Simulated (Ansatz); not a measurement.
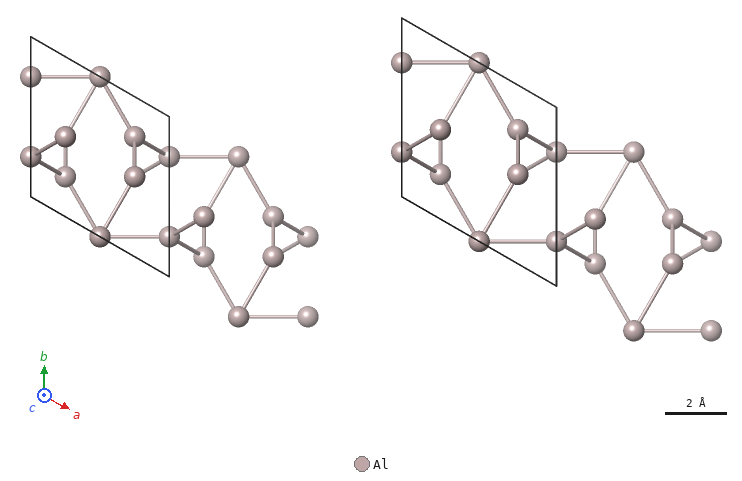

Two geometries of a crystal of Al (a generated structure, set up in Ia-3d) (coarse preliminary run), drawn at one scale. One is the start of a relaxation, the other its converged end. A ball-and-stick model of the cell of the calculation, repeated 2 × 1 × 1 with one cell outlined, seen along the c axis.

Computed with Ansatz 0.2.0, DFT PBE, scalar-relativistic, plane waves, PAW. (plane-wave cutoff 420 eV; k-point mesh 4 × 4 × 4; occupations gaussian; smearing width 0.1 eV; no spin polarisation; cell and atoms relaxed; force threshold 0.04 eV/Å; at most 70 steps)

Question: Which of the two is the end point?

Answer: The right one is the relaxed one. The atoms keep their places relative to the cell (all moves are under 0.005 Å). The volume changes by +39.3 %, with a = b = c 5.602 → 6.256 Å (+11.7 %). Among the contacts that change: Al–Al 2.287 → 2.554 Å. The space group stays Ia-3d (No. 230). Over 4 accepted moves (5 points after the start) the energy falls by 479 meV per atom. All forces vanish by symmetry, so only the cell relaxes. Pressure: 29.44 GPa at the start and 0.39 GPa at the end. The SCF was repeated once at an unchanged geometry on a basis and grid sized afresh for the cell, which shifted the energy by 9.6 meV per atom at most. Cost: 8.4 s on 1 thread of Arm Neoverse V2 (shared host), peak memory 0.38 GiB.
